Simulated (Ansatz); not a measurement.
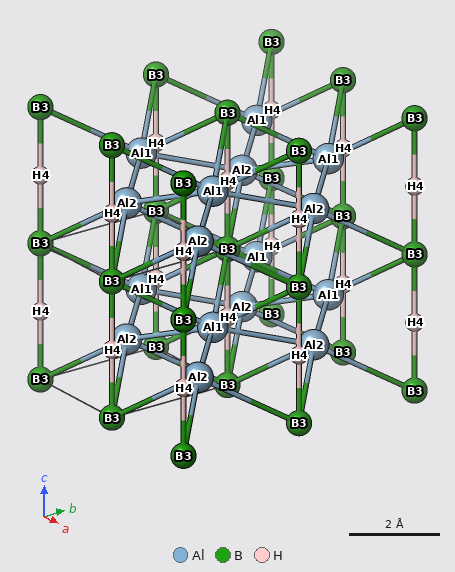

This is the input geometry for a relaxation of a crystal of Al2BH (a generated structure, set up in P-3m1) (coarse preliminary run). The picture is a ball-and-stick view of the cell of the calculation, repeated 2 × 2 × 2 with one cell outlined, seen slightly off an axis.

These are results of DFT PBE, scalar-relativistic, plane waves, PAW (Ansatz), not measurements.

Input
```yaml
crystal:
  lattice:
    - [4.2349757, 0.0, 0.0]
    - [-2.11748785, 3.66759654, 0.0]
    - [0.0, 0.0, 3.13006724]
  atoms:
    - { symbol: Al, position: [0.33333333, 0.66666667, 0.59678953] }
    - { symbol: Al, position: [0.66666667, 0.33333333, 0.40321047] }
    - { symbol: B, position: [0.0, 0.0, 0.0] }
    - { symbol: H, position: [0.0, 0.0, 0.5] }
basis:
  ecutwfc: 420
kpoints:
  mp_grid: { grid: [6, 6, 6] }
hamiltonian:
  xc: pbe
scf:
  occupations: { method: gaussian, width: 0.1 }
  lower_state_search: "off"
output:
  forces: true
  stress: true
  eigenvalues: true
relax:
  adjacent_minimum: "off"
  f_tol: 0.04
  max_steps: 70
  cell: { stress_tol: 0.4 }
```

Command:
```bash
ansatz run input.yaml --threads 1 --pin off --max-ram 2048MiB --backend cpu --events-out ev --progress --plain --runs-dir out
```

### What does the optimiser find from here?

The largest moves relative to the cell, 0.58 Å, are those of Al1 and Al2. Al2 goes along −c. H and B stay in place. Cell: a = b 4.235 → 4.024 Å (−5.0 %), c 3.130 → 3.029 Å (−3.2 %). Volume −12.6 %. Near-neighbour distances that change, for instance: Al1–Al2 2.519 → 2.904 Å, Al1–B3 2.752 → 2.411 Å, B3–H4 1.565 → 1.515 Å. The space group stays P-3m1 (No. 164). The energy falls by 395 meV per atom in 5 accepted moves (6 points after the start). Largest force component: 1.3 eV/Å at the start, 0.019 eV/Å at the end. The pressure goes from −2.20 to 0.15 GPa. The SCF was repeated once at an unchanged geometry on a basis and grid sized afresh for the cell, which shifted the energy by 0.8 meV per atom at most. The run took 4.9 s on 1 thread of Intel(R) Xeon(R) 6975P-C (Granite Rapids) (shared host), peak memory 0.38 GiB.

The structure at the end:

```
Al B H
1.0
     4.02434    0.00000    0.00000
    -2.01217    3.48518    0.00000
     0.00000    0.00000    3.02903
Al B H
2 1 1
Direct
  0.33333 0.66667 0.78770
  0.66667 0.33333 0.21230
  0.00000 0.00000 0.00000
  0.00000 0.00000 0.50000
```

After the run, drawn alike:

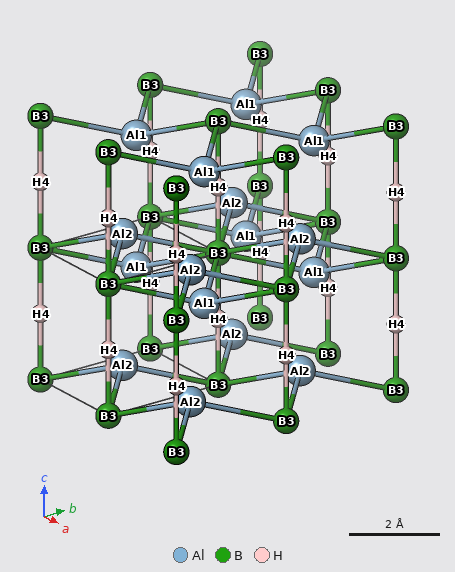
